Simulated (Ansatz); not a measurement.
System: AlN.

Input file:

```
crystal:
  lattice:
    - [5.7778375487, 0.0, 0.0]
    - [0.0, 3.2024061547, 0.0]
    - [0.0, 0.0, 5.2303917883]
  atoms:
    - { symbol: Al, position: [0.8360691112, 0.75, 0.4051494206] }
    - { symbol: Al, position: [0.6639308888, 0.25, 0.9051494206] }
    - { symbol: Al, position: [0.3360691112, 0.75, 0.0948505794] }
    - { symbol: Al, position: [0.1639308888, 0.25, 0.5948505794] }
    - { symbol: "N", position: [0.822611843, 0.25, 0.5991012726] }
    - { symbol: "N", position: [0.677388157, 0.75, 0.0991012726] }
    - { symbol: "N", position: [0.322611843, 0.25, 0.9008987274] }
    - { symbol: "N", position: [0.177388157, 0.75, 0.4008987274] }
basis:
  ecutwfc: 420
kpoints:
  mp_grid: { grid: [4, 8, 6] }
hamiltonian:
  xc: pbe
scf:
  occupations: { method: gaussian, width: 0.02 }
output:
  forces: true
  stress: true
  eigenvalues: true
  write_density: true
  write_potential: true
  elf: true
  volumetric_format: npy
relax:
  adjacent_minimum: "off"
  f_tol: 0.01
  max_steps: 80
  cell: { stress_tol: 0.05 }
```

Launched as:

```sh
ansatz run input.yaml --threads 1 --pin off --max-ram 2560MiB --backend cpu --events-out ev --progress --plain --runs-dir out
```

Below, planes, directions and counts refer to the conventional cell (a = 5.78 Å, b = 3.20 Å, c = 5.23 Å, α = 90.00°, β = 90.00°, γ = 90.00°).

The fields are those of the relaxed geometry.

Space group Pnma; a structure generated by program, which may or may not match a known phase.

Level of theory: Ansatz, DFT PBE, scalar-relativistic, plane waves, PAW.

Predict the valence pseudo-density and electron localisation function between the atoms.

Answer. Al–N (1.90 Å): the density is about 0.67 e/Å³ at the midpoint; the ELF peaks at about 0.90 in the valence shell of N, 0.8 Å from its nucleus, and is about 0.85 at the midpoint.

Does the calculation give a band gap?

Answer. It is gapped, with a Kohn–Sham gap of 3.5 eV on the k-point mesh (the band edges may lie off the mesh, which would make the gap smaller).

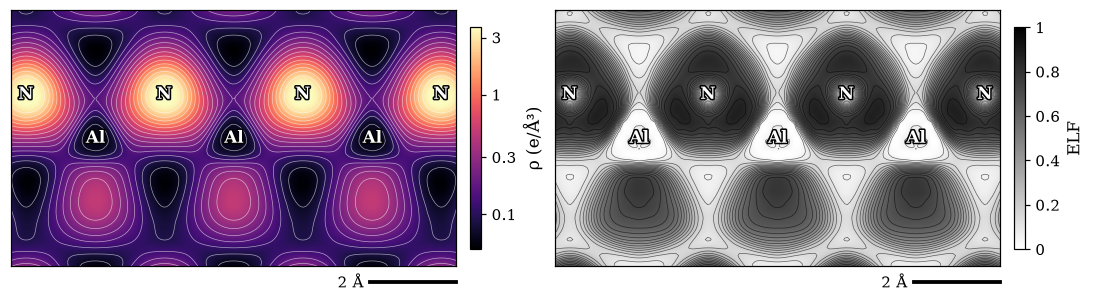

Computed valence pseudo-density and electron localisation function on the (100) plane of the conventional cell, in this order. Atoms just off the plane (N, 0.9 Å away) can leave unmarked features too.

The density is the valence pseudo-density of a PAW calculation; it isn't the true density close to the nuclei.
